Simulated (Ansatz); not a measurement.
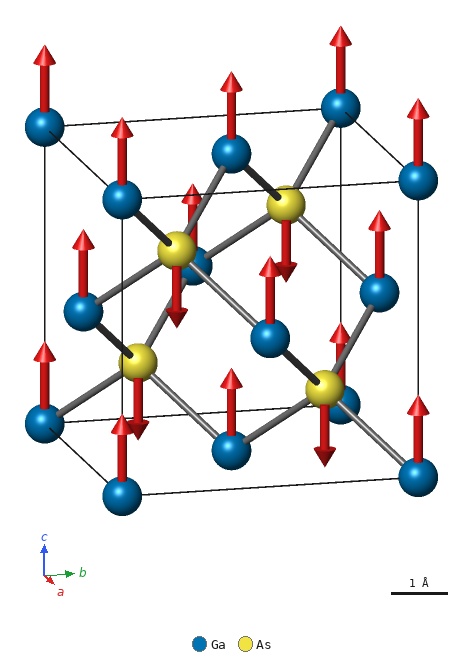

One vibrational mode of crystalline GaAs relaxed at 6 GPa at the zone centre. The red arrows are the displacements of the atoms (eigenvector over the root of the mass), of arbitrary overall length and sign. A ball-and-stick model of the conventional cell (4 times the calculation's cell), seen slightly off an axis. Lengths and directions refer to the drawn axes.

Level of theory: DFT LDA, scalar-relativistic, plane waves, PAW (Ansatz). Settings: plane-wave cutoff 420 eV; k-point mesh 12 × 12 × 12; occupations fixed; target pressure 6 GPa; no spin polarisation.

Frequencies are those without the non-analytic (LO–TO) term.

What mode is this, and where does it lie in the spectrum?

Answer. This is the T₂ mode (triply degenerate; one member of the set is drawn) at 292 cm⁻¹, the only optical level, infrared- and Raman-active by symmetry. The Ga sublattice moves against the As sublattice, along c; the kinetic energy is shared as Ga 52 %, As 48 %. Its infrared intensity is 7.2 (D/Å)²/amu for the set. The value is the transverse one; the longitudinal partner lies at 309 cm⁻¹.
